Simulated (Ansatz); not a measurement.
CoSn$_{3}$

Input file:

```
crystal:
  lattice:
    - [0.0, 3.4793051165, 3.4793051165]
    - [3.4793051165, 0.0, 3.4793051165]
    - [3.4793051165, 3.4793051165, 0.0]
  atoms:
    - { symbol: Sn, position: [0.25, 0.25, 0.25] }
    - { symbol: Sn, position: [0.75, 0.75, 0.75] }
    - { symbol: Sn, position: [0.5, 0.5, 0.5] }
    - { symbol: Co, position: [0.0, 0.0, 0.0] }
basis:
  ecutwfc: 500
kpoints:
  mp_grid: { grid: [10, 10, 10] }
hamiltonian:
  xc: r2scan
scf:
  occupations: { method: gaussian, width: 0.1 }
  lower_state_search: "off"
output:
  forces: true
  stress: true
  eigenvalues: true
  write_density: true
  write_potential: true
  elf: true
  volumetric_format: npy
```

Launched as:

```sh
ansatz run input.yaml --threads 1 --pin off --max-ram 2560MiB --backend cpu --events-out ev --progress --plain --runs-dir out
```

Below, planes, directions and counts refer to the conventional cell (a = 6.96 Å, b = 6.96 Å, c = 6.96 Å, α = 90.00°, β = 90.00°, γ = 90.00°).

Space group Fm-3m; started from the BiF3 (D0_3) prototype, which need not be the ambient phase; computed without spin polarisation.

Level of theory: DFT r2SCAN, scalar-relativistic, plane waves, PAW in Ansatz.

### What will maps of the valence pseudo-density and electron localisation function show?

Sn–Sn (3.01 Å): the density is about 0.22 e/Å³ at the midpoint; the ELF is about 0.35 at the midpoint.
Co–Sn (3.01 Å): ρ at the midpoint is about 0.2 e/Å³; the ELF is about 0.40 at the midpoint.

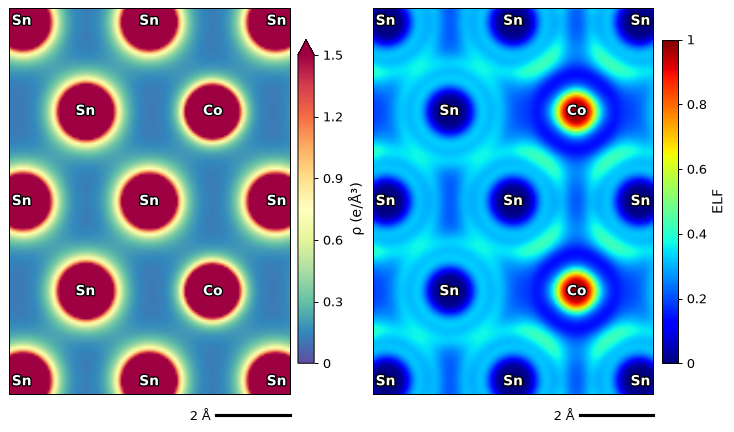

Computed valence pseudo-density and electron localisation function on the (101) plane of the conventional cell, in this order. 
